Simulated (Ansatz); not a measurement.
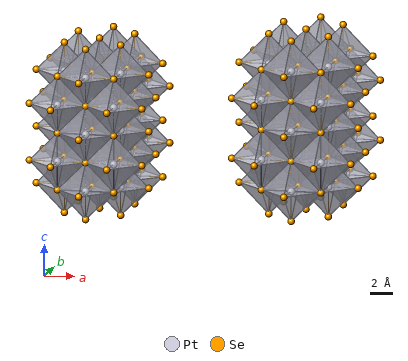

Two geometries of crystalline PtSe (a generated structure, set up in Fm-3m), drawn at one scale. One is the start of a relaxation, the other its converged end. A polyhedral model of the conventional cell (4 times the calculation's cell), repeated 1 × 2 × 2 with one cell outlined, seen slightly off an axis. Lengths and directions refer to the drawn axes.

Computed with Kohn-Sham DFT of a periodic cell, PBE, DFT+U, Ansatz PAW (Ansatz). (plane-wave cutoff 420 eV; k-point mesh 8 × 8 × 8; occupations fermi-dirac; smearing width 0.05 eV; no spin polarisation; U = 1 eV on Pt d; cell and atoms relaxed; force threshold 0.01 eV/Å; at most 40 steps)

> Which of the two is the end point?

The left one is the relaxed one. The run lets cell and atoms move. No atom moves by more than 0.005 Å relative to the cell. The volume changes by −15.7 %, with a = b = c 5.597 → 5.288 Å (−5.5 %). Among the contacts that change: Pt–Se 2.798 → 2.644 Å. The space group stays Fm-3m (No. 225). Over 4 accepted moves (5 points after the start) the energy falls by 0.368 eV per cell of the calculation. All forces vanish by symmetry, so only the cell relaxes. The pressure goes from −14.39 to 0.01 GPa. At 1 point the geometry stayed and the basis and grid were re-selected for the new cell (energy shift of 1.8 meV per cell of the calculation at most each time). Cost: 6.2 s on 2 threads of Intel(R) Xeon(R) Platinum 8488C (Sapphire Rapids), with other jobs on the host, peak memory 0.42 GiB.
